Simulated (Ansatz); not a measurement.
```cif
data_structure
_symmetry_space_group_name_H-M 'P 1'
_symmetry_Int_Tables_number 1
_cell_length_a 3.9427
_cell_length_b 3.9427
_cell_length_c 7.2130
_cell_angle_alpha 90.000
_cell_angle_beta 90.000
_cell_angle_gamma 120.000
_cell_volume 97.10
loop_
_atom_site_label
_atom_site_type_symbol
_atom_site_fract_x
_atom_site_fract_y
_atom_site_fract_z
_atom_site_occupancy
Sr1 Sr 0.00000 0.00000 0.80540 1
Sr2 Sr 0.00000 0.00000 0.19460 1
O1 O 0.33333 0.66667 0.00000 1
O2 O 0.66667 0.33333 0.00000 1
```

Space group P6/mmm; a structure generated by program, which may or may not match a known phase.

Computed with DFT PBE, scalar-relativistic, plane waves, PAW in Ansatz.

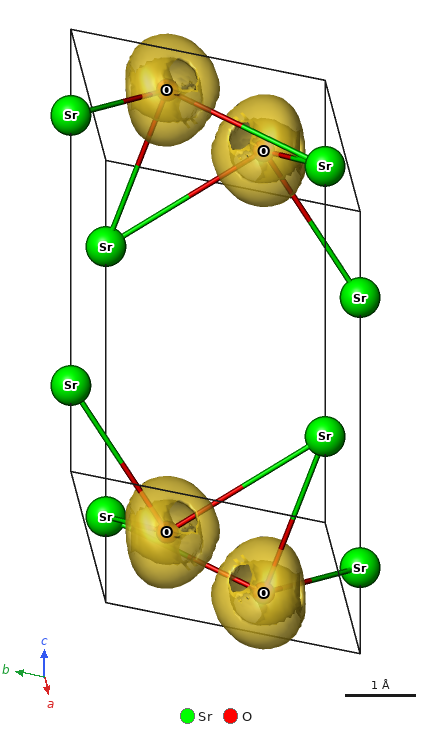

SrO. Isosurface of the ELF at 0.8 (yellow), seen at an oblique angle. Only the valence region is drawn (cores and ρ < 0.01 e/Å³ removed). Sticks mark near contacts.

In a PAW calculation such maps are meaningful between the atoms, not at the nuclei.

Where are the electrons localised?

Answer. The ELF exceeds this value in two regions wrapped around O (the valence shell of each), counted in one cell of 4 atoms. Regions shared between cells count once. Along the contacts the grid gives the following. Sr–O (2.67 Å): the ELF is about 0.10 at the midpoint; no shared electron pair shows on this line.
